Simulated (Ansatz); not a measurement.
## PbS: 7 runs along one coordinate

System: PbS (2 atoms in the cell).
Method: Kohn-Sham DFT of a periodic cell, PBE, all-electron LAPW, scalar-relativistic, no spin polarisation (Ansatz 0.2.0).

The 7 runs differ only in the geometry, by an even scaling of the cell at fixed fractional positions. The structure derives from a Materials Project entry.

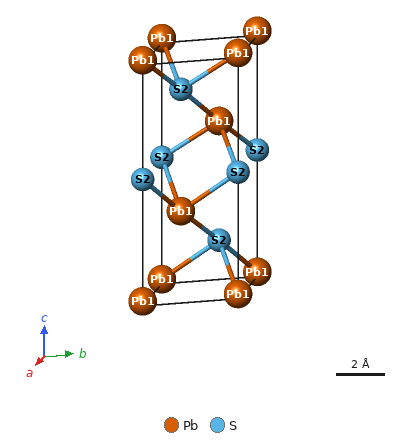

Figure 1. The structure of run 4 (ball-and-stick view of the cell 3 times as large as that of the calculation, set on its symmetry axes, seen slightly off an axis; atoms are numbered from 1 in the order of the input).

## Input of run 4
```yaml
crystal:
  lattice:
    - [2.1126617058, 1.2197458045, 3.4519162518]
    - [-2.1126617058, 1.2197458045, 3.4519162518]
    - [0.0, -2.4394916091, 3.4519162518]
  atoms:
    - { symbol: Pb, position: [0.98056578, 0.98056578, 0.98056578] }
    - { symbol: S, position: [0.47503555, 0.47503555, 0.47503555] }
kpoints:
  mp_grid: { grid: [8, 8, 8] }
scf:
  occupations: { method: fermi_dirac, width: 0.05 }
hamiltonian:
  xc: pbe
  pseudopotentials: { kind: all_electron, lapw: { basis_error: 0.0005 } }
output:
  forces: true
  stress: true
  eigenvalues: true
```

Command:
```bash
ansatz run input.yaml --threads 1 --pin off --max-ram 3072MiB --backend cpu --events-out ev --progress --plain --runs-dir out
```

Lattice vectors (Å) and fractional positions of run 4:
```
   2.112662    1.219746    3.451916
  -2.112662    1.219746    3.451916
   0.000000   -2.439492    3.451916
Pb  0.980566  0.980566  0.980566
S   0.475036  0.475036  0.475036
```

Run 2 differs from it as follows:
```diff
-    - [2.1126617058, 1.2197458045, 3.4519162518]
-    - [-2.1126617058, 1.2197458045, 3.4519162518]
-    - [0.0, -2.4394916091, 3.4519162518]
+    - [2.0841087231, 1.2032607323, 3.4052630159]
+    - [-2.0841087231, 1.2032607323, 3.4052630159]
+    - [0.0, -2.4065214646, 3.4052630159]
```

## Results, with one run withheld

| run | volume per atom (Å³) | free energy per atom, from the lowest run given (meV) | pressure (GPa) | gap on the mesh (eV) |
| --- | --- | --- | --- | --- |
| 1 | 25.085 | 29.41 | 4.91 | 0.23 |
| 2 | 25.618 | ? | ? | ? |
| 3 | 26.152 | 6.31 | 2.12 | 0.38 |
| 4 | 26.686 | 1.27 | 0.93 | 0.45 |
| 5 | 27.220 | 0.00 | −0.15 | 0.52 |
| 6 | 27.753 | 2.13 | −1.11 | 0.58 |
| 7 | 28.287 | 7.32 | −1.99 | 0.63 |

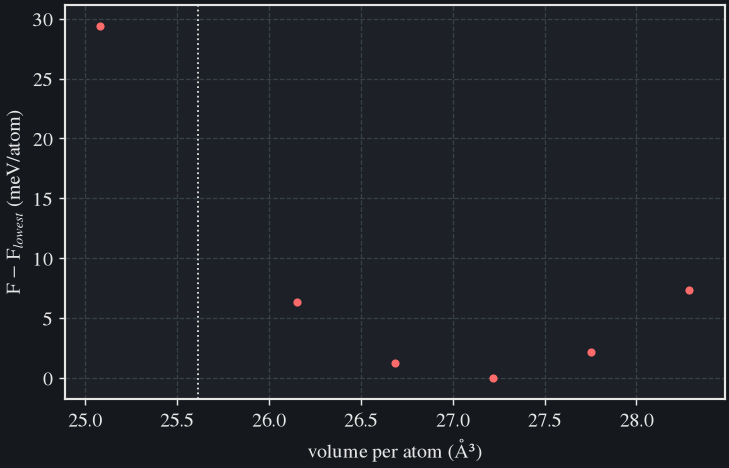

Figure 2. Free energy per atom of the runs given; the dotted line marks run 2.

Estimate the energy of run 2 from the others.

A cubic polynomial in V^(−2/3) (the Birch–Murnaghan form), fitted to the 6 runs given, misses them by under 0.01 meV per atom. With x = V^(−2/3) − 0.11158 Å⁻², it reads F = 0.5718 + 1408.7 x + 8.2054e+05 x² + 1.1323e+06 x³ (meV per atom). At run 2 it gives 15.55 meV per atom, and the run itself gives 15.54. The slope of the fit gives a pressure −dF/dV of 3.45 GPa there, and the run prints 3.44 GPa. The fit has its minimum at 27.143 Å³ per atom, where V d²F/dV² gives 52.6 GPa. Cell shape and fractional positions are held, so this is the stiffness under even scaling; the relaxed bulk modulus wasn't computed. The gap on the mesh goes, without turning, from 0.23 eV in run 1 to 0.63 eV in run 7; run 2 has 0.31 eV. These are gaps of this functional on this mesh, which can miss the band edges; they aren't the measured gap.

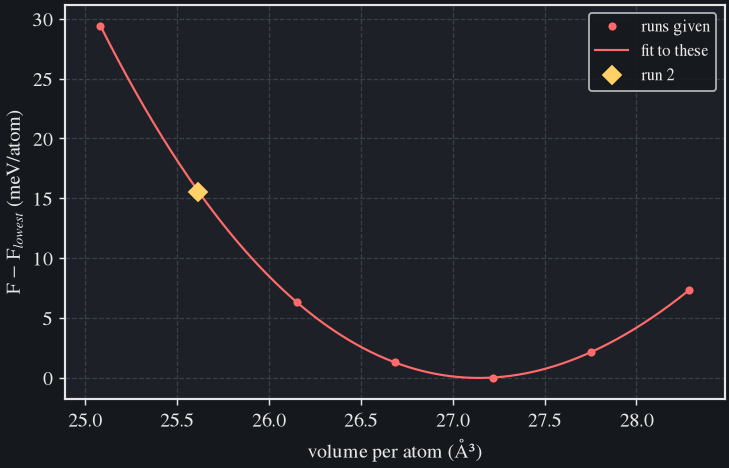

Figure 3. The fit and the withheld run.

## Output, shortened to warnings, some set-up lines, iterations and results (run 2)
```
Basis set: ecut = 198.92866037608925 eV, 331 PW (Γ), exchange–correlation at level 2
Symmetry: 6 space group operations
k-points: 65 of 512 (time reversal used)
Initial density: superposition of atomic densities (chi_scale 0.1, normalization cell, long waves kept (reshape's long-wave potential 0.00 eV rms))
[...]
SCF iter   1: F=—  HF=-578930.802887 eV  |F-HF|=—  |Δ(HF+E_count)|=         —  Δρ=3.42e-2  dr2=1.35e0  ethr=2.71e-3  ⟨swp⟩=2.0  Hψ=12124  notcnv=0
SCF iter   2: F=—  HF=-578930.404768 eV  |F-HF|=—  |Δ(HF+E_count)|=   3.98e-1  Δρ=1.00e-2  dr2=6.81e-2  ethr=1.36e-4  ⟨swp⟩=2.0  Hψ=9905  notcnv=0  defer=1
SCF iter   3: F=—  HF=-578930.334214 eV  |F-HF|=—  |Δ(HF+E_count)|=   7.06e-2  Δρ=4.35e-3  dr2=1.59e-2  ethr=1.36e-4  ⟨swp⟩=2.9  Hψ=6194  notcnv=0  defer=1
SCF iter   4: F=—  HF=-578930.336775 eV  |F-HF|=—  |Δ(HF+E_count)|=         —  Δρ=5.14e-4  dr2=1.22e-4  ethr=3.18e-5  ⟨swp⟩=2.0  Hψ=5974  notcnv=0
SCF iter   5: F=—  HF=-578930.336503 eV  |F-HF|=—  |Δ(HF+E_count)|=   2.72e-4  Δρ=1.90e-4  dr2=2.74e-5  ethr=2.44e-7  ⟨swp⟩=2.9  Hψ=5943  notcnv=0
SCF iter   6: F=—  HF=-578930.336505 eV  |F-HF|=—  |Δ(HF+E_count)|=   1.35e-6  Δρ=6.97e-5  dr2=5.30e-6  ethr=5.47e-8  ⟨swp⟩=3.0  Hψ=5960  notcnv=0
SCF iter   7: F=—  HF=-578930.336505 eV  |F-HF|=—  |Δ(HF+E_count)|=   1.02e-7  Δρ=1.08e-5  dr2=1.01e-7  ethr=1.06e-8  ⟨swp⟩=2.1  Hψ=5792  notcnv=0
SCF iter   8: F=-578930.336505 eV  HF=-578930.336505 eV  |F-HF|=4.19e-9  |Δ(HF+E_count)|=   7.78e-8  Δρ=2.24e-6  dr2=2.72e-9  ethr=2.02e-10  ⟨swp⟩=3.0  Hψ=6029  notcnv=0
SCF 1 converged in 8 iterations: F = -578930.336505 eV  dr2 = 2.72e-9
SCF converged after 8 iterations
Free energy (F): -578930.336505 eV
Harris-Foulkes:  -578930.336505 eV  (|F-HF|=4.19e-9)
Internal energy: -578930.336258 eV  (E = F + TS)
E sigma→0 (E₀):  -578930.336381 eV
Entropy (-TS):   -0.000247 eV (-0.123 meV/atom)
Fermi energy:    12.016195 eV
--- Per-component energies (eV) ---
  E_band       = -3510.566229
  E_kinetic    = 665885.299107
  E_xc         = -11278.716752
  E_electrostatic = -1233536.918614  (all electrons and nuclei)
  E_smearing   = -0.000247  (= −TS)
  E_closure    = 0.000000  (closes the sum)
  E_atoms      = -578921.625793  (free atoms, spherical and without spin; not in F)
  Σ components = -578930.336505   (vs F -578930.336505, Δ=0.00e0)
  Basis errors (estimates in eV, not in F): energy 2.0e-4 per atom: plane waves 1.7e-4 (9.6e-5 summed), levels above the bands 3.4e-59, relativity 4.0e-8, radial functions 2.3e-5, core shells 1.1e-8; eigenvalues (radial functions only) 4.9e-6; not estimated: angular momenta, meshes, grids; target …
--- Forces (eV/Å), atoms counted from 1 ---
  atom   1  Pb     0.00000000     0.00000000    -0.04077081
  atom   2  S     -0.00000000    -0.00000000     0.04077141
  max |Σ_I F_I| component: 5.93e-7 eV/Å
--- Stress (GPa, compression-positive) ---
        3.441925       0.000000      -0.000000
        0.000000       3.441925       0.000000
       -0.000000       0.000000       3.447389
  P = ⅓ Tr σ = 3.4437 GPa (34.437 kbar)
```

Notes: Spin–orbit coupling is left out, which matters for Pb.
